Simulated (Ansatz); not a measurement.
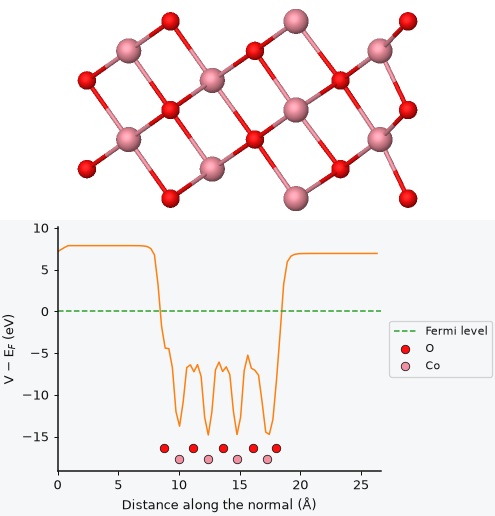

Plane-averaged electrostatic potential energy of an electron across the slab; circles at the bottom mark the heights of the atoms (positions after relaxation). The structure is drawn too.

Input of the run:

```
crystal:
  lattice:
    - [2.9464519463, 0.0, 0.0]
    - [-1.4732259732, 2.5517022365, 0.0]
    - [0.0, 0.0, 26.6230717602]
  atoms:
    - { symbol: O, position: [0.3333333333, 0.6666666667, 0.3192719487], spin: 0.32 }
    - { symbol: Co, position: [0.6666666667, 0.3333333333, 0.3644539615], spin: 2.57 }
    - { symbol: O, position: [0.0, 0.0, 0.4096359743], spin: 0.32 }
    - { symbol: Co, position: [0.3333333333, 0.6666666667, 0.4548179872], spin: 2.57 }
    - { symbol: O, position: [0.6666666667, 0.3333333333, 0.5], spin: 0.32 }
    - { symbol: Co, position: [0.0, 0.0, 0.5451820128], spin: 2.57 }
    - { symbol: O, position: [0.3333333333, 0.6666666667, 0.5903640257], spin: 0.32 }
    - { symbol: Co, position: [0.6666666667, 0.3333333333, 0.6355460385], spin: 2.57 }
    - { symbol: O, position: [0.0, 0.0, 0.6807280513], spin: 0.32 }
basis:
  ecutwfc: 420
kpoints:
  mp_grid: { grid: [12, 12, 1] }
hamiltonian:
  xc: pbesol
scf:
  occupations: { method: gaussian, width: 0.1 }
output:
  forces: true
  eigenvalues: true
  populations: true
  write_density: true
  write_potential: true
  elf: true
  volumetric_format: npy
magnetization:
  spin_polarized: true
relax:
  adjacent_minimum: "off"
  f_tol: 0.03
  max_steps: 70
  constraints: [{ sites: [0, 1, 2, 3] }]
efield:
  axis: 3
  dipole_correction: true
  ramp_width: 0.04
```

Command:
```bash
ansatz run input.yaml --threads 4 --pin off --max-ram 10240MiB --backend cpu --events-out ev --progress --plain --runs-dir out
```

What is the work function?

Answer. The work function is 6.93 eV at the right face and 7.87 eV at the left.

How thick are slab and vacuum?

Answer. The outermost atoms are 9.2 Å apart, which leaves 17.4 Å of vacuum in a cell 26.6 Å high.

The run may have settled in a state above the lowest, so this need not be the ground state.
